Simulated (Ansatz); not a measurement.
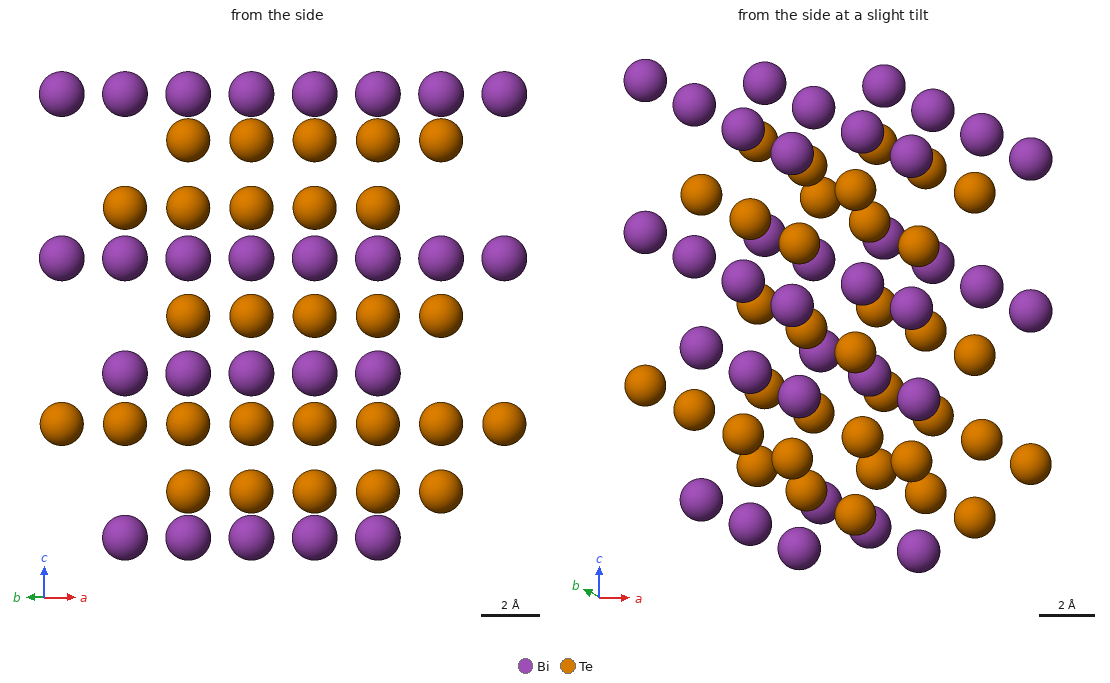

A spheres-only picture of a periodic slab, seen from the side and from the side at a slight tilt. The surface normal points up in side views; the vacuum is left out. 2×3 cells are drawn in the plane, with atoms at the edges repeated.

The cell holds 4 Bi, 5 Te. The slab was cut from bulk Bi2Te3 (R-3m).

### Which species face the vacuum on either side?

The top face ends in Bi, the bottom face in Bi. The two faces are alike.

### What is the thickness of the slab?

About 15 Å from the lowest to the highest atom.

### How are the atomic planes stacked?

Nine planes: Bi / Te / Te / Bi / Te / Bi / Te / Te / Bi.

### What is the orientation of the surface?

(0 0 1).

Provenance: a structure type filled with these elements by a generator (whether the compound takes this form wasn't checked); a slab was cut from it. The atoms were relaxed in a fixed cell with DFT PBEsol, scalar-relativistic, plane waves, PAW in Ansatz 0.2.0.
